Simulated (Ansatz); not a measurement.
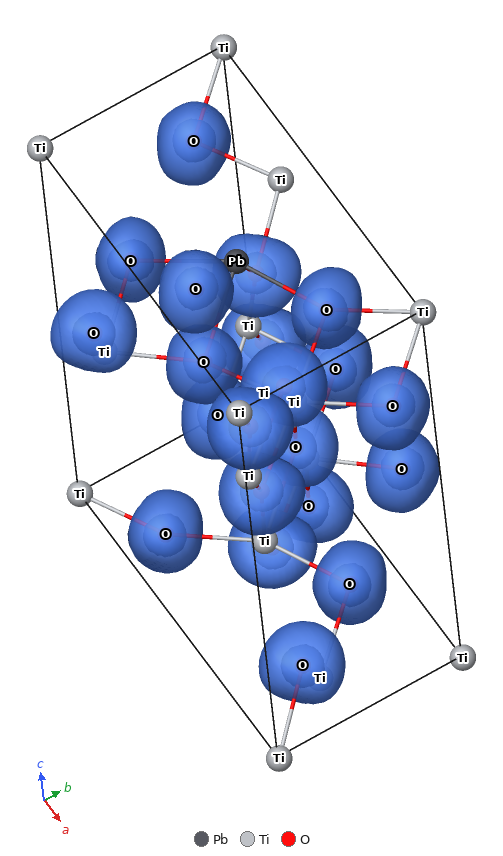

Figure 1: Ti$_{9}$PbO$_{20}$ (cell with a defect). Isosurface of the ELF at 0.75 (blue), seen slightly off an axis. Core shells and regions of very low density are left out. Sticks mark near contacts.

Computed without spin polarisation.

Computed with Ansatz, DFT PBEsol, scalar-relativistic, plane waves, PAW.

In a PAW calculation such maps are meaningful between the atoms, not at the nuclei.

Describe the localisation domains.

Answer. At this value the surface marks out 20 regions wrapped around O (the valence shell of each), counted in one cell of 30 atoms. Regions shared between cells count once.

Values along the shortest contacts:
Ti–O (1.87 Å): the ELF peaks at about 0.80 in the valence shell of O, 0.6 Å from its nucleus, and is about 0.25 at the midpoint; no shared electron pair shows on this line. Pb–O (2.07 Å): the ELF peaks at about 0.80 in the valence shell of O, 0.6 Å from its nucleus, and drops to about 0.25 between the two atoms.
